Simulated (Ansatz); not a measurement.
The structure in question:

```xyz
8
Lattice="4.4144 0.0000 0.0000 0.0000 4.4144 0.0000 0.0000 0.0000 4.4144" Properties=species:S:1:pos:R:3 pbc="T T T"
Ga    0.0000    0.0000    0.0000
N     1.1036    1.1036    1.1036
Ga    0.0000    2.2072    2.2072
N     1.1036    3.3108    3.3108
Ga    2.2072    0.0000    2.2072
N     3.3108    1.1036    3.3108
Ga    2.2072    2.2072    0.0000
N     3.3108    3.3108    1.1036
```

Q: Characterise the structure given above.

A: The material is GaN. The symmetry is that of F-43m (No. 216), on a face-centred cubic lattice. This arrangement goes by the name zinc blende (sphalerite type). It has 8 atoms to the cell (4 Ga, 4 N). The Ga atoms are each bonded to four N in a tetrahedral arrangement at 1.91 Å. Each N atom is coordinated by four Ga in a tetrahedral arrangement at 1.91 Å. The bonds build a three-dimensional framework.

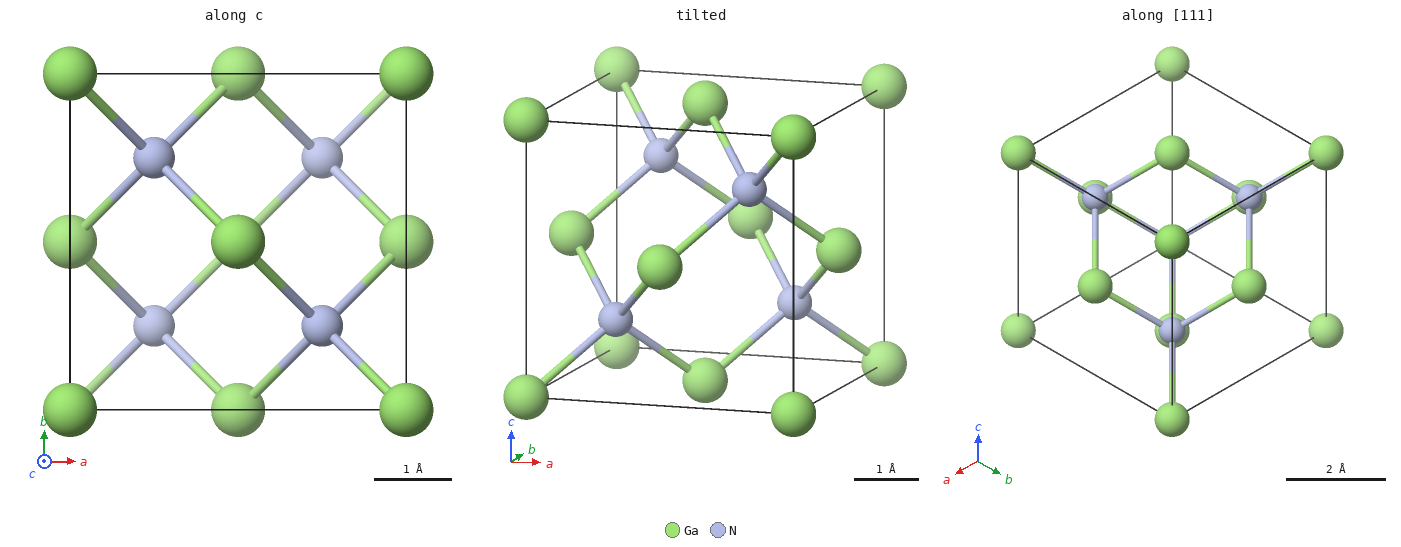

This ball-and-stick model is shown along the c axis, slightly off an axis and along [111]. Thin lines show the conventional unit cell, with boundary atoms drawn in all their periodic places.

It goes back to a structure listed in the Materials Project. The cell was then strained or its atoms displaced on purpose. It was run through Ansatz as a DFT input.
